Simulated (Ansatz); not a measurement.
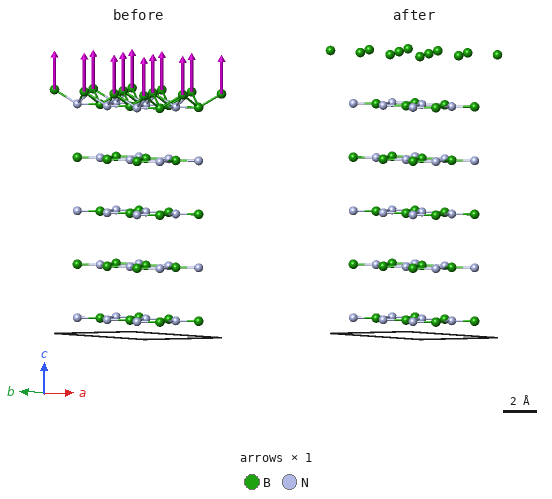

The structure of a slab of composition B6N5 (cut from the P6_3/mmc phase) before (left) and after (right) a constrained relaxation, at one scale. The purple arrows give the displacements, at their true length.

The picture is a ball-and-stick view of the 2 × 3 repeat of the cell, outlined in the plane, without the vacuum, seen from a free direction.

Case: B put at a hollow B-N site. The slab is the (0 0 1) face of BN with B on it. 4 atoms are held fixed.

The calculation used DFT PBE+D3(BJ), scalar-relativistic, plane waves, PAW (Ansatz). Set-up: plane-wave cutoff 420 eV; k-point mesh 12 × 12 × 1; occupations gaussian; smearing width 0.05 eV; collinear spin; dipole correction; atoms relaxed in a fixed cell; force threshold 0.03 eV/Å; at most 70 steps.

**Summarise the run.**

The largest move is that of a B atom, 2.42 Å along the normal (+c). Largest moves by element: B 2.42 Å, N 0.03 Å. The cell doesn't change. Some distances before and after: B–N 1.683 → 3.557 Å, B–B 1.683 → 3.554 Å. Bonds break: B–B (1.68 → 3.55 Å), B–N (1.68 → 3.56 Å). After 15 accepted moves (16 points after the start) the energy has fallen by 7.248 eV per cell of the calculation. Largest force component: 7.6 eV/Å at the start, 0.02 eV/Å at the end. The line search rejected the trial step at point 15 of the run. The program noted that the starting moments weren't kept. The run took 11 min on 1 thread of Arm Neoverse V2, on a shared host, peak memory 0.45 GiB.

Limits of the set-up: the periodic images lie only 2.5 Å apart, so the values are limited by the cell's size.
